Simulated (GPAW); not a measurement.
## Does VZn15Se16 (ZnSe32 V1) carry moments in GPAW?

Wanted: the moments of VZn15Se16 (ZnSe32 V1) and the energy gained by spin polarisation.

Main program and level: GPAW 26.7.0; PBE; plane waves with GPAW's PAW setups, scalar-relativistic.

**1. Set-up**

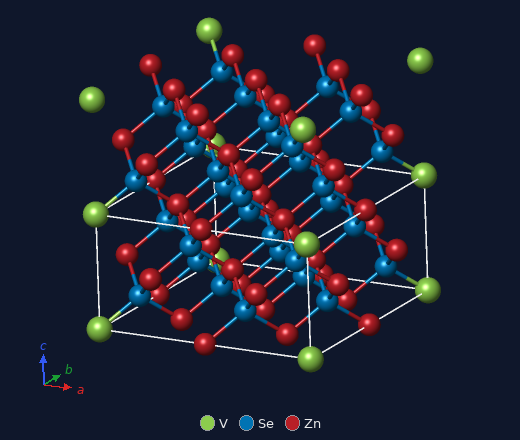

Start, viewed slightly off an axis; vanadium green, selenium blue, zinc red. 1×1×2 cells are drawn. Bonds to atoms that aren't drawn are left out. Some periodic images of atoms are drawn too.

The cell is a made-up one and need not be a known phase.

**2. Order 1, typed as ferro +**

Parallel moments need no larger cell; this start tests for a ferromagnetic state only.

Input file order1.py:

```python
import json
import numpy as np
from ase import Atoms
from ase.parallel import paropen, parprint
from gpaw import GPAW

atoms = Atoms(['V', 'Se', 'Zn', 'Se', 'Zn', 'Se', 'Zn', 'Se', 'Zn', 'Se', 'Zn', 'Se', 'Zn', 'Se', 'Zn', 'Se', 'Zn', 'Se', 'Zn', 'Se', 'Zn', 'Se', 'Zn', 'Se', 'Zn', 'Se', 'Zn', 'Se', 'Zn', 'Se', 'Zn', 'Se'],
    cell=[[11.336, 0.0, 0.0],
         [0.0, 11.336, 0.0],
         [0.0, 0.0, 5.668]],
    scaled_positions=[[0.0, 0.0, 0.0],
         [0.125, 0.125, 0.25],
         [0.0, 0.25, 0.5],
         [0.125, 0.375, 0.75],
         [0.25, 0.0, 0.5],
         [0.375, 0.125, 0.75],
         [0.25, 0.25, 0.0],
         [0.375, 0.375, 0.25],
         [0.0, 0.5, 0.0],
         [0.125, 0.625, 0.25],
         [0.0, 0.75, 0.5],
         [0.125, 0.875, 0.75],
         [0.25, 0.5, 0.5],
         [0.375, 0.625, 0.75],
         [0.25, 0.75, 0.0],
         [0.375, 0.875, 0.25],
         [0.5, 0.0, 0.0],
         [0.625, 0.125, 0.25],
         [0.5, 0.25, 0.5],
         [0.625, 0.375, 0.75],
         [0.75, 0.0, 0.5],
         [0.875, 0.125, 0.75],
         [0.75, 0.25, 0.0],
         [0.875, 0.375, 0.25],
         [0.5, 0.5, 0.0],
         [0.625, 0.625, 0.25],
         [0.5, 0.75, 0.5],
         [0.625, 0.875, 0.75],
         [0.75, 0.5, 0.5],
         [0.875, 0.625, 0.75],
         [0.75, 0.75, 0.0],
         [0.875, 0.875, 0.25]],
    pbc=True,
    magmoms=[2.0, 0.0, 0.0, 0.0, 0.0, 0.0, 0.0, 0.0, 0.0, 0.0, 0.0, 0.0, 0.0, 0.0, 0.0, 0.0, 0.0, 0.0, 0.0, 0.0, 0.0, 0.0, 0.0, 0.0, 0.0, 0.0, 0.0, 0.0, 0.0, 0.0, 0.0, 0.0])
atoms.calc = GPAW(mode={'name': 'pw', 'ecut': 450},
    xc='PBE',
    kpts={'size': (3, 3, 5), 'gamma': True},
    occupations={'name': 'fermi-dirac', 'width': 0.05},
    convergence={'density': 1e-05, 'energy': 1e-05},
    maxiter=200,
    mixer={'name': 'pulay', 'beta': 0.05, 'nmaxold': 6, 'weight': 50},
    symmetry={'tolerance': 1e-4},
    txt='order1.txt')
e = atoms.get_potential_energy(force_consistent=True)
res = {'free_energy': e, 'energy_sigma0': atoms.get_potential_energy(), 'fermi_energy': atoms.calc.get_fermi_level()}
res['moments'] = atoms.get_magnetic_moments().tolist()
res['total'] = atoms.get_magnetic_moment()
parprint('site moments (muB):', np.round(res['moments'], 3))
parprint(f"total moment: {res['total']:.3f} muB")
parprint(f'free energy: {e:.6f} eV')
atoms.calc.write('order1.gpw')
with paropen('results.json', 'w') as f:
    json.dump(res, f)
```

On the command line:

```sh
OMP_NUM_THREADS=1 mpirun -n 4 gpaw python order1.py > order1.log
```

Numbers of over 12 decimals in the logs are rounded to 6 here.

Log:

```text
site moments (muB): [ 2.274e+00 -2.300e-02  1.800e-02  2.000e-03  1.800e-02  2.000e-03
  9.000e-03  1.000e-03  3.000e-03  2.000e-03  1.800e-02 -2.300e-02
  1.000e-03  1.000e-03  9.000e-03  2.000e-03  3.000e-03  2.000e-03
  1.000e-03  1.000e-03  1.800e-02 -2.300e-02  9.000e-03  2.000e-03
  3.000e-03  1.000e-03  1.000e-03  2.000e-03  1.000e-03  2.000e-03
  9.000e-03 -2.300e-02]
total moment: 2.956 muB
free energy: -103.128744 eV

--- order1.txt ---
Input parameters:
  mode=PW(ecut=450),
  convergence={'density': 1e-05, 'energy': 1e-05},
  kpts=MonkhorstPack(size=(3, 3, 5), gamma=True),
  maxiter=200,
  mixer=Pulay(name='pulay', nmaxold=6, beta=0.05, weight=50, sigma=0.015, g_ss=None),
  occupations=Occupations(name='fermi-dirac', width=0.05),
  symmetry=Symmetry(tolerance=0.0001),
  xc=XC(name='PBE')

Diagonalizing LCAO Hamiltonian
Converting LCAO to pw mode
        .---------------------------.
       /|                           |
      / |                           |
     /  |  Se            Se         |
    /   |       Se            Se    |
   /  Zn|           Zn              |
  /    Se         Se Se         Se  |
 *      .--Zn-------------Zn--------.
 |     / Se Se         Se Se       /
 | Zn /      Zn  Zn        Zn     /
 |   Zn Zn    Se   Zn Zn    Se   /
 |  /Se            Se           /
 | /      Zn            Zn     /
 |/                           /
 V-------------Zn------------*

Atoms  # Å, Bohr magnetons
|    | symbol |        x |        y |        z |    initial magnetic moments |
|----|--------|----------|----------|----------|-----------------------------|
|  0 |      V | 0.000000 | 0.000000 | 0.000000 | ( 0.0000,  0.0000,  2.0000) |
|  1 |     Se | 1.417000 | 1.417000 | 1.417000 | ( 0.0000,  0.0000,  0.0000) |
|  2 |     Zn | 0.000000 | 2.834000 | 2.834000 | ( 0.0000,  0.0000,  0.0000) |
|  3 |     Se | 1.417000 | 4.251000 | 4.251000 | ( 0.0000,  0.0000,  0.0000) |
|  4 |     Zn | 2.834000 | 0.000000 | 2.834000 | ( 0.0000,  0.0000,  0.0000) |
|  5 |     Se | 4.251000 | 1.417000 | 4.251000 | ( 0.0000,  0.0000,  0.0000) |
|  6 |     Zn | 2.834000 | 2.834000 | 0.000000 | ( 0.0000,  0.0000,  0.0000) |
|  7 |     Se | 4.251000 | 4.251000 | 1.417000 | ( 0.0000,  0.0000,  0.0000) |
|  8 |     Zn | 0.000000 | 5.668000 | 0.000000 | ( 0.0000,  0.0000,  0.0000) |
|  9 |     Se | 1.417000 | 7.085000 | 1.417000 | ( 0.0000,  0.0000,  0.0000) |
| 10 |     Zn | 0.000000 | 8.502000 | 2.834000 | ( 0.0000,  0.0000,  0.0000) |
| 11 |     Se | 1.417000 | 9.919000 | 4.251000 | ( 0.0000,  0.0000,  0.0000) |
| 12 |     Zn | 2.834000 | 5.668000 | 2.834000 | ( 0.0000,  0.0000,  0.0000) |
| 13 |     Se | 4.251000 | 7.085000 | 4.251000 | ( 0.0000,  0.0000,  0.0000) |
| 14 |     Zn | 2.834000 | 8.502000 | 0.000000 | ( 0.0000,  0.0000,  0.0000) |
| 15 |     Se | 4.251000 | 9.919000 | 1.417000 | ( 0.0000,  0.0000,  0.0000) |
| 16 |     Zn | 5.668000 | 0.000000 | 0.000000 | ( 0.0000,  0.0000,  0.0000) |
| 17 |     Se | 7.085000 | 1.417000 | 1.417000 | ( 0.0000,  0.0000,  0.0000) |
| 18 |     Zn | 5.668000 | 2.834000 | 2.834000 | ( 0.0000,  0.0000,  0.0000) |
| 19 |     Se | 7.085000 | 4.251000 | 4.251000 | ( 0.0000,  0.0000,  0.0000) |
| 20 |     Zn | 8.502000 | 0.000000 | 2.834000 | ( 0.0000,  0.0000,  0.0000) |
| 21 |     Se | 9.919000 | 1.417000 | 4.251000 | ( 0.0000,  0.0000,  0.0000) |
| 22 |     Zn | 8.502000 | 2.834000 | 0.000000 | ( 0.0000,  0.0000,  0.0000) |
| 23 |     Se | 9.919000 | 4.251000 | 1.417000 | ( 0.0000,  0.0000,  0.0000) |
| 24 |     Zn | 5.668000 | 5.668000 | 0.000000 | ( 0.0000,  0.0000,  0.0000) |
| 25 |     Se | 7.085000 | 7.085000 | 1.417000 | ( 0.0000,  0.0000,  0.0000) |
| 26 |     Zn | 5.668000 | 8.502000 | 2.834000 | ( 0.0000,  0.0000,  0.0000) |
| 27 |     Se | 7.085000 | 9.919000 | 4.251000 | ( 0.0000,  0.0000,  0.0000) |
| 28 |     Zn | 8.502000 | 5.668000 | 2.834000 | ( 0.0000,  0.0000,  0.0000) |
| 29 |     Se | 9.919000 | 7.085000 | 4.251000 | ( 0.0000,  0.0000,  0.0000) |
| 30 |     Zn | 8.502000 | 8.502000 | 0.000000 | ( 0.0000,  0.0000,  0.0000) |
| 31 |     Se | 9.919000 | 9.919000 | 1.417000 | ( 0.0000,  0.0000,  0.0000) |

Unit cell  # Å
| periodic |         x |         y |        z |   lengths |    angles |
|----------|-----------|-----------|----------|-----------|-----------|
|      yes | 11.336000 |  0.000000 | 0.000000 | 11.336000 | 90.000000 |
|      yes |  0.000000 | 11.336000 | 0.000000 | 11.336000 | 90.000000 |
|      yes |  0.000000 |  0.000000 | 5.668000 |  5.668000 | 90.000000 |

Number of symmetries: 8

BZ-sampling:
  Number of BZ points: 45
  Number of IBZ points: 9

  Monkhorst-Pack size: [3, 3, 5]
  Monkhorst-Pack shift: [0, 0, 0]

K-points  # in reciprocal-cell coordinates
|   |                                coordinates |     weight |
|---|--------------------------------------------|------------|
| 0 | (  0.00000000,   0.00000000,   0.00000000) | 0.02222222 |
| 1 | (  0.00000000,   0.00000000,   0.20000000) | 0.04444444 |
| 2 | (  0.00000000,   0.00000000,   0.40000000) | 0.04444444 |
| 3 | (  0.33333333,   0.00000000,   0.00000000) | 0.08888889 |
| 4 | (  0.33333333,   0.00000000,   0.20000000) | 0.17777778 |
| 5 | (  0.33333333,   0.00000000,   0.40000000) | 0.17777778 |
| 6 | (  0.33333333,   0.33333333,   0.00000000) | 0.08888889 |
| 7 | (  0.33333333,   0.33333333,   0.20000000) | 0.17777778 |
| 8 | (  0.33333333,   0.33333333,   0.40000000) | 0.17777778 |

Plane wave coefficients: 15823
Cutoff: 450.000000 eV

Spin-components: 2 (collinear spins)
Bands:           179
Projectors:      176
Spin-degeneracy: 1
Datatype:        complex128

Parallelization:
  kpt:    4
  domain: 1
  band:   1

Density:
  Valence electrons: 289.0
  Components: 2
  Grid points: [56 56 28]
  Charge: 0.0  # |e|

Potential:
  Grid points: [56 56 28]

species:
  V:
    name:    Vanadium
    Z:       23.0
    valence: 13
    core:    10
    charge:  0.0  # [|e|]
    compensation charges:
      type: gauss
      rc: 0.37  # [Å]
      lmax: 2
    cutoffs:
      filter: 2.14  # [Å]
      core: 0.96  # [Å]
    projectors
    | kind |    occ | energy [eV] | rcut [Å] |
    |------|--------|-------------|----------|
    |   3s |  2.000 |     -70.222 |    1.254 |
    |   4s |  2.000 |      -4.702 |    1.254 |
    |   3p |  6.000 |     -44.043 |    1.281 |
    |   4p |  0.000 |      -1.444 |    1.281 |
    |   3d |  3.000 |      -5.164 |    1.169 |
    |    d |        |      22.047 |    1.169 |

    Using partial waves for V as LCAO basis

  Se:
    name:    Selenium
    Z:       34.0
    valence: 6
    core:    28
    charge:  0.0  # [|e|]
    compensation charges:
      type: gauss
      rc: 0.27  # [Å]
      lmax: 2
    cutoffs:
      filter: 1.77  # [Å]
      core: 2.67  # [Å]
    projectors
    | kind |    occ | energy [eV] | rcut [Å] |
    |------|--------|-------------|----------|
    |   4s |  2.000 |     -17.277 |    0.847 |
    |   4p |  4.000 |      -6.512 |    1.005 |
    |    s |        |       9.935 |    0.847 |
    |    p |        |      20.699 |    1.005 |
    |    d |        |       0.000 |    0.847 |

    Using partial waves for Se as LCAO basis

  Zn:
    name:    Zinc
    Z:       30.0
    valence: 12
    core:    18
    charge:  0.0  # [|e|]
    compensation charges:
      type: gauss
      rc: 0.37  # [Å]
      lmax: 2
    cutoffs:
      filter: 2.14  # [Å]
      core: 2.28  # [Å]
    projectors
    | kind |    occ | energy [eV] | rcut [Å] |
    |------|--------|-------------|----------|
    |   4s |  2.000 |      -5.977 |    1.286 |
    |   4p |  0.000 |      -1.117 |    1.270 |
    |   3d | 10.000 |     -10.142 |    1.180 |
    |    s |        |      21.234 |    1.286 |
    |    p |        |      26.095 |    1.270 |
    |    d |        |      17.070 |    1.180 |

    Using partial waves for Zn as LCAO basis

Reference energy: -1816396.909445  # eV

eigensolver:
  PPCG
  Converge bands: occupied
  niter=2

density mixing:
  Pulay-Mixer
  Linear mixing parameters: 0.05
  Old densities: 6
  Fourier metric: weight=50, sigma=0.015

occupation numbers:
  Fermi-Dirac:
    width: 0.0500  # eV

poisson solver:
  ecut: 3600.000000  # eV

xc functional:
  name: PBE with 2 nearest neighbor stencil

convergence criteria:
- Maximum integral of absolute [dens]ity change: 1e-05 electrons / valence electron
- Maximum [total energy] change in last 3 cyles: 1e-05 eV / valence electron
- Maximum integral of absolute [eigenst]ate change: 4e-08 eV^2 / valence electron
maximum number of iterations: 200

SCF iterations
|iter     |      energy | eigst |  dens |  magmom |
|---------|-------------|-------|-------|---------|
|iter:   1|       0s | -106.870545 | +1.14 |       |  +2.0007|
|iter:   2|      24s | -105.877937 | +0.13 | -1.19 |  +2.0506|
|iter:   3|      47s | -104.150355 | -0.44 | -1.25 |  +2.1680|
|iter:   4|      70s | -103.013373 | -0.43 | -1.35 |  +2.4216|
|iter:   5|      93s | -103.026441 | -0.85 | -1.56 |  +2.5357|
|iter:   6|     116s | -103.049860 | -1.36 | -1.66 |  +2.6383|
|iter:   7|     140s | -103.089220 | -1.75 | -1.78 |  +2.8302|
|iter:   8|     164s | -103.097869 | -2.01 | -2.14 |  +2.8722|
|iter:   9|     188s | -103.090707 | -1.88 | -2.28 |  +2.9399|
|iter:  10|     212s | -103.091786 | -2.62 | -2.87 |  +2.9462|
|iter:  11|     235s | -103.091616c| -3.04 | -2.98 |  +2.9479|
|iter:  12|     263s | -103.092143c| -3.36 | -3.09 |  +2.9549|
|iter:  13|     290s | -103.092409c| -3.67 | -3.24 |  +2.9556|
|iter:  14|     318s | -103.092787c| -3.72 | -3.32 |  +2.9570|
|iter:  15|     342s | -103.092827c| -4.11 | -3.63 |  +2.9568|
|iter:  16|     367s | -103.092854c| -4.44 | -3.69 |  +2.9559|
|iter:  17|     392s | -103.092872c| -4.69 | -3.82 |  +2.9557|
|iter:  18|     418s | -103.092885c| -4.97 | -3.85 |  +2.9556|
|iter:  19|     443s | -103.092907c| -5.12 | -3.88 |  +2.9554|
|iter:  20|     467s | -103.092919c| -5.39 | -3.94 |  +2.9553|
|iter:  21|     491s | -103.092927c| -5.59 | -3.98 |  +2.9553|
|iter:  22|     515s | -103.092946c| -5.57 | -4.01 |  +2.9557|
|iter:  23|     538s | -103.092960c| -5.58 | -4.18 |  +2.9560|
|iter:  24|     562s | -103.092965c| -5.82 | -4.42 |  +2.9559|
|iter:  25|     586s | -103.092966c| -6.13 | -4.74 |  +2.9559|
|iter:  26|     610s | -103.092967c| -6.42 | -4.83 |  +2.9559|
|iter:  27|     634s | -103.092970c| -6.58 | -4.91 |  +2.9559|
|iter:  28|     657s | -103.092970c| -6.89 | -5.20c|  +2.9559|
|iter:  29|     678s | -103.092972c| -7.11 | -5.23c|  +2.9558|
|iter:  30|     695s | -103.092972c| -7.68c| -5.41c|  +2.9558|

Converged in 30 steps
Energy contributions relative to reference atoms: (reference = -1816396.909445)

Energy contributions:
  Kinetic:         215.791664
  Coulomb:        -183.065519
  Zero:             -0.955441
  External:          0.000000
  Xc:             -134.827904
  Entropy:          -0.071544
  Spinorbit:         0.000000
  ----------------------------
  Free energy:    -103.128744
  Extrapolated:   -103.092972

dipole moment: (-91.233055, -91.233055, -88.588021)  # |e|*Ang

Total magnetic moment: (0.000000, 0.000000, 2.955840)

Local magnetic moments
|        x |        y |         z |
|----------|----------|-----------|
| 0.000000 | 0.000000 |  2.273851 |  # V    0
| 0.000000 | 0.000000 | -0.023099 |  # Se   1
| 0.000000 | 0.000000 |  0.017681 |  # Zn   2
| 0.000000 | 0.000000 |  0.001891 |  # Se   3
| 0.000000 | 0.000000 |  0.017681 |  # Zn   4
| 0.000000 | 0.000000 |  0.001891 |  # Se   5
| 0.000000 | 0.000000 |  0.009463 |  # Zn   6
| 0.000000 | 0.000000 |  0.000915 |  # Se   7
| 0.000000 | 0.000000 |  0.002964 |  # Zn   8
| 0.000000 | 0.000000 |  0.001891 |  # Se   9
| 0.000000 | 0.000000 |  0.017681 |  # Zn  10
| 0.000000 | 0.000000 | -0.023099 |  # Se  11
| 0.000000 | 0.000000 |  0.001265 |  # Zn  12
| 0.000000 | 0.000000 |  0.000915 |  # Se  13
| 0.000000 | 0.000000 |  0.009463 |  # Zn  14
| 0.000000 | 0.000000 |  0.001891 |  # Se  15
[...]
| 0.000000 | 0.000000 |  0.009463 |  # Zn  22
| 0.000000 | 0.000000 |  0.001891 |  # Se  23
| 0.000000 | 0.000000 |  0.002639 |  # Zn  24
| 0.000000 | 0.000000 |  0.000915 |  # Se  25
| 0.000000 | 0.000000 |  0.001265 |  # Zn  26
| 0.000000 | 0.000000 |  0.001891 |  # Se  27
| 0.000000 | 0.000000 |  0.001265 |  # Zn  28
| 0.000000 | 0.000000 |  0.001891 |  # Se  29
| 0.000000 | 0.000000 |  0.009463 |  # Zn  30
| 0.000000 | 0.000000 | -0.023099 |  # Se  31

Fermi level: 5.584
Eigenvalues  # (at kpt = [0.000, 0.000, 0.000])
| band index |      eig [eV] | occ [0-1] |      eig [eV] | occ [0-1] |
|------------|---------------|-----------|---------------|-----------|
|          0 |       -59.751 |     1.000 |       -57.419 |     1.000 |
|        ... |               |           |               |           |
|        137 |         2.917 |     1.000 |         2.950 |     1.000 |
|        138 |         2.917 |     1.000 |         2.950 |     1.000 |
|        139 |         3.005 |     1.000 |         3.009 |     1.000 |
|        140 |         3.698 |     1.000 |         3.776 |     1.000 |
|        141 |         3.720 |     1.000 |         3.784 |     1.000 |
|        142 |         3.720 |     1.000 |         3.784 |     1.000 |
|        143 |         4.548 |     1.000 |         5.337 |     0.993 |
|        144 |         4.574 |     1.000 |         6.453 |     0.000 |
|        145 |         5.290 |     0.997 |         6.520 |     0.000 |
|        146 |         5.598 |     0.430 |         6.566 |     0.000 |
|        147 |         5.726 |     0.055 |         6.629 |     0.000 |
|        148 |         5.726 |     0.055 |         6.629 |     0.000 |
|        149 |         7.081 |     0.000 |         7.390 |     0.000 |
|        150 |         7.098 |     0.000 |         7.465 |     0.000 |
|        151 |         7.098 |     0.000 |         7.465 |     0.000 |
|        152 |         7.504 |     0.000 |         7.515 |     0.000 |
|        ... |               |           |               |           |
|        178 |        10.364 |     0.000 |        10.607 |     0.000 |

No gap
No difference between direct/indirect transitions
```

Wall time 12 min (4 MPI ranks of AMD EPYC 7B13 (Zen 3), shared host); peak memory 2.9 GiB.

Spin moment in the augmentation sphere by element, in μB:

| element | atoms | mean | spread (r.m.s.) | least | largest |
| --- | --- | --- | --- | --- | --- |
| V | 1 | 2.27 | 0.00 | 2.27 | 2.27 |
| Se | 16 | 0.00 | 0.01 | -0.02 | 0.00 |
| Zn | 15 | 0.01 | 0.01 | 0.00 | 0.02 |

The atoms farthest from the mean of their element:

| atom | x, y, z (Å) | spin moment in the augmentation sphere (μB) |
| --- | --- | --- |
| Se2 | 1.42, 1.42, 1.42 | -0.02 |
| Se12 | 1.42, 9.92, 4.25 | -0.02 |
| Se32 | 9.92, 9.92, 1.42 | -0.02 |
| Se22 | 9.92, 1.42, 4.25 | -0.02 |
| Zn11 | 0.00, 8.50, 2.83 | 0.02 |
| Zn21 | 8.50, 0.00, 2.83 | 0.02 |
| Zn5 | 2.83, 0.00, 2.83 | 0.02 |
| Zn3 | 0.00, 2.83, 2.83 | 0.02 |

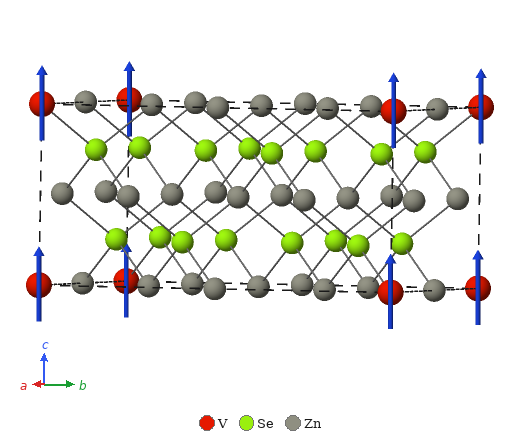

Spin moment in the augmentation sphere as arrows, the longest 2.27 μB. Up and down stand for the sign. Arrows give size and sign along the axis of quantisation, drawn up and down the page. Bonds to atoms that aren't drawn are left out. Some periodic images of atoms are drawn too.

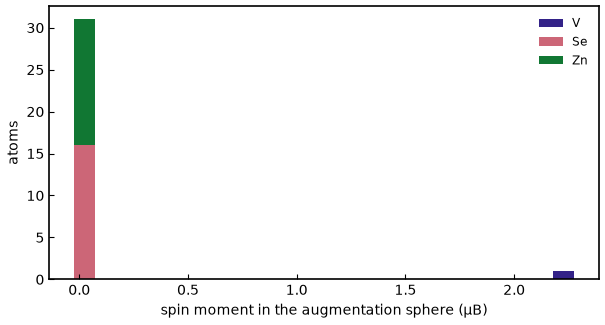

Spin moment in the augmentation sphere as a stacked histogram.

Numbers from this step:

* magnetization: 2.956 μB
* final state: ferromagnetic

After 30 cycles the largest moment stands at 2.27 μB.

[end of part 1 of 2]

[Logs and program files are shortened in this print: banners, set-up blocks, solver, clock and traceback lines can be left out without a mark of their own.]

[Logs are printed without paths, hosts, clocks, repeated set-up lines and the standing remarks that a program may print on its own settings, such as how far it seeks lower states.]

[Hosts, paths, dates, database ids (printed as entryN), source tags and the programs' standing remarks are cut or masked in the printed files.]

[Where a cell is said to come from a database of computed structures, the database is the Materials Project.]
